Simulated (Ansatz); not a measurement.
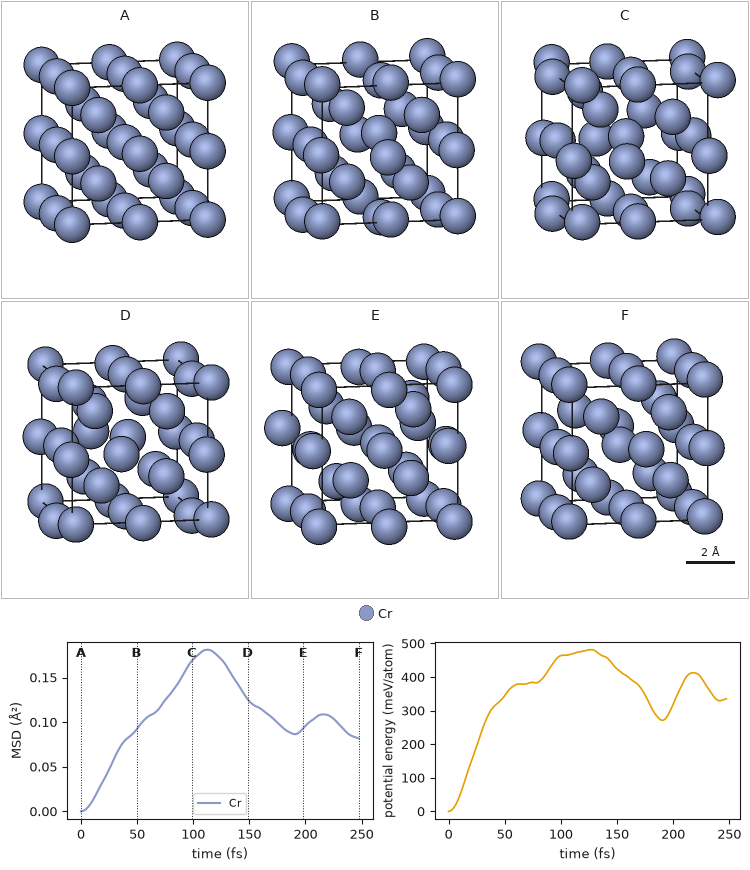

First-principles dynamics of a 16-atom cell of Cr, 248 fs long. The cell was cut from the bcc crystal. Frames (A at 0 fs, B at 50 fs, C at 99 fs, D at 148 fs, E at 198 fs, F at 248 fs) and the history of the run. Style: spheres-only. Shown: the simulation cell, slightly off an axis.

Method: DFT PBEsol, scalar-relativistic, plane waves, PAW in Ansatz 0.2.0. Set-up: plane-wave cutoff 420 eV; k-point mesh 2 × 2 × 2; Fermi-Dirac smearing 0.24 eV; volume 1.05 times that of the relaxed crystal; Langevin thermostat (NVT); set temperature 2800 K; time step 2.25 fs; friction 0.02 per fs.

Question: What do the frames and curves show?

Answer: Root-mean-square distances from the starting positions over the second half, with the common drift of all atoms taken out: Cr 0.33 Å. That is small against the typical shortest distance between atoms in the first frame, about 2.5 Å: the atoms vibrate about their sites and the arrangement holds. Over the second half the temperature averages 2836 K (spread ±572 K). The potential energy in the second half lies on average 379 meV per atom above the first frame.

Limits of the set-up: the k-point mesh is coarse for a cell with partly filled bands.

Cost: 12 min on 2 threads of Arm Neoverse V2, on a shared host, peak memory 0.82 GiB.
